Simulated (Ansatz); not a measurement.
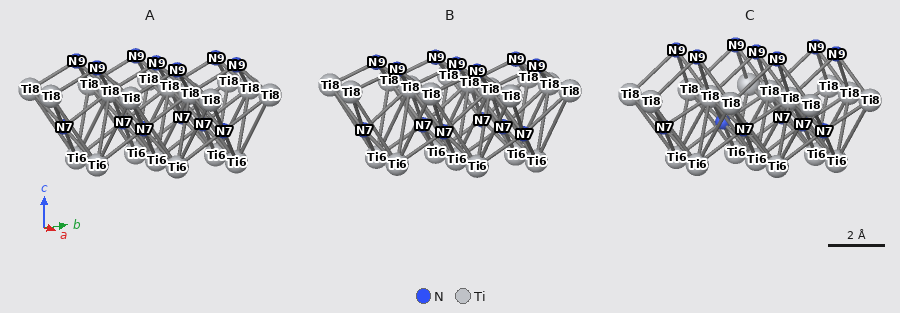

3 geometries from one constrained relaxation of a slab of composition Ti$_{4}$N$_{5}$ (cut from the Fm-3m phase), in shuffled order. Style: ball-and-stick. Shown: the atoms within 5.0 Å of the atom that moves most (axes of the 2 × 3 repeat of the cell, outlined in the plane, without the vacuum), from a free direction.

Case: N put at a hollow Ti-Ti-Ti site. The slab is the (1 1 1) face of TiN with N on it. 4 atoms are held fixed.

Level of theory: DFT PBEsol, scalar-relativistic, plane waves, PAW (Ansatz 0.2.0). Settings: plane-wave cutoff 420 eV; k-point mesh 12 × 12 × 1; occupations gaussian; smearing width 0.1 eV; no spin polarisation; dipole correction; atoms relaxed in a fixed cell; force threshold 0.03 eV/Å; at most 70 steps.

**Order the frames from highest to lowest energy.**

C, A, B. They are steps 0, 2, 6, at +3.045 eV per cell of the calculation, +0.495 eV per cell of the calculation relative to the last. The atom that moves furthest is N9 (0.44 Å along the normal (−c)). By element the largest moves are N 0.44 Å, Ti 0.34 Å. The cell doesn't change. Near-neighbour distances that change, for instance: Ti8–N9 2.319 → 1.885 Å, Ti6–Ti8 2.870 → 3.142 Å, N7–Ti8 2.017 → 2.282 Å, Ti6–N7 2.118 → 2.053 Å. Bond angles that change, for instance: Ti8–N9–Ti8 79.7° → 104.1°, Ti8–N7–Ti8 95.0° → 81.3°, Ti6–N7–Ti8 87.9° → 92.7°. The energy falls by 3.045 eV per cell of the calculation in 6 geometry steps. The largest force component goes from 5.5 to 0.021 eV/Å. Cost: 44 s on 2 threads of Intel(R) Xeon(R) 6975P-C (Granite Rapids), on a shared host, peak memory 0.55 GiB.

Limits of the set-up: the cell has an odd number of electrons but was run without spin polarisation; the periodic images lie only 3.0 Å apart, so the values are limited by the cell's size.
